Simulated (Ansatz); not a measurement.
System: Au.

```xyz
8
Lattice="6.2322 0.0000 0.0000 0.0000 6.2322 0.0000 0.0000 0.0000 6.2322" Properties=species:S:1:pos:R:3 pbc="T T T"
Au    4.6742    1.5581    1.5581
Au    1.5581    4.6742    1.5581
Au    1.5581    1.5581    4.6742
Au    4.6742    4.6742    4.6742
Au    3.1161    0.0000    0.0000
Au    0.0000    3.1161    0.0000
Au    0.0000    0.0000    3.1161
Au    3.1161    3.1161    3.1161
```

Space group Fd-3m; set up as Au, diamond; a generated structure, not necessarily the stable one.

The calculation used DFT, revPBE, plane waves (420 eV) with PAW, scalar-relativistic in Ansatz 0.2.0.

> What will maps of the valence pseudo-density and electron localisation function show?

Au–Au (2.70 Å): ρ at the midpoint is about 0.4 e/Å³; the ELF is about 0.25 at the midpoint: no shared electron pair shows on this line.

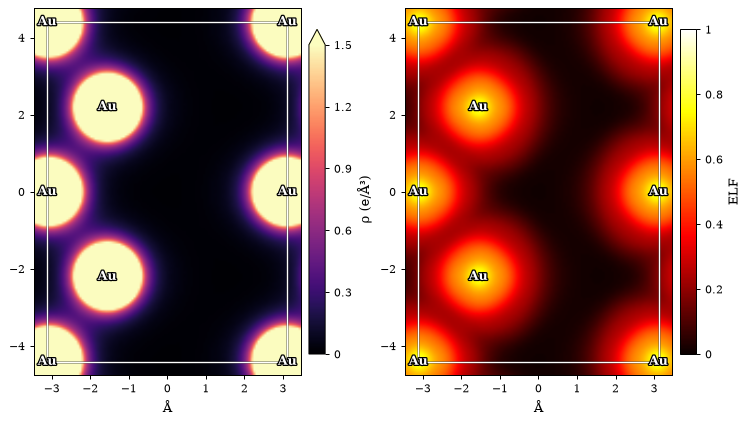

Computed valence pseudo-density and electron localisation function on the (110) plane of the conventional cell, in this order. 
